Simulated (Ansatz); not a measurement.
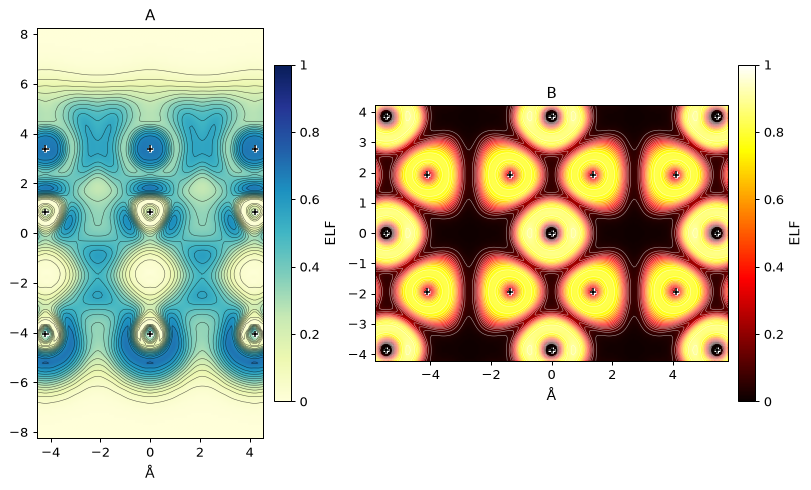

The ELF of 2 systems, each on a plane through atoms (crosses mark nuclei in the plane).

Computed with DFT PBE, scalar-relativistic, plane waves, PAW in Ansatz.

System 1: Al2Pt (slab), the (010) plane of the calculation cell, a cut from vacuum to vacuum. 

```xyz
9
Lattice="4.2047 0.0000 0.0000 -2.1024 3.6414 0.0000 0.0000 0.0000 23.5829" Properties=species:S:1:pos:R:3 pbc="T T T"
Al    0.0000    0.0000    7.7361
Pt    2.1024    1.2138    8.3939
Al    0.0000    2.4276    9.2188
Al    2.1024    1.2138   10.9293
Pt    0.0000    2.4276   11.7915
Al    0.0000    0.0000   12.6536
Al    0.0000    2.4276   14.3641
Pt    0.0000    0.0000   15.1890
Al    2.1024    1.2138   15.8468
```

System 2: CeO2, the (110) plane of the conventional cell. Space group Fm-3m; a generated structure, not necessarily the stable one; built by placing these elements on a known structure type; computed without spin polarisation; no Hubbard U on the f states and no spin–orbit coupling.

```xyz
12
Lattice="5.4641 0.0000 0.0000 0.0000 5.4641 0.0000 0.0000 0.0000 5.4641" Properties=species:S:1:pos:R:3 pbc="T T T"
Ce    0.0000    0.0000    0.0000
Ce    2.7321    2.7321    0.0000
Ce    2.7321    0.0000    2.7321
Ce    0.0000    2.7321    2.7321
O     1.3660    1.3660    1.3660
O     4.0981    4.0981    1.3660
O     4.0981    1.3660    4.0981
O     1.3660    4.0981    4.0981
O     4.0981    1.3660    1.3660
O     1.3660    4.0981    1.3660
O     1.3660    1.3660    4.0981
O     4.0981    4.0981    4.0981
```

**Match each panel to its system.**

Panel A is system 1, Al2Pt: the plane holds Al and Pt. Al–Pt (2.54 Å): the ELF is about 0.50 at the midpoint. Panel B is system 2, CeO2: the plane holds Ce and O. Ce–O (2.37 Å): the ELF peaks at about 0.80 in the valence shell of O, 0.6 Å from its nucleus, and drops to about 0.20 between the two atoms; no localised pair shows between them.
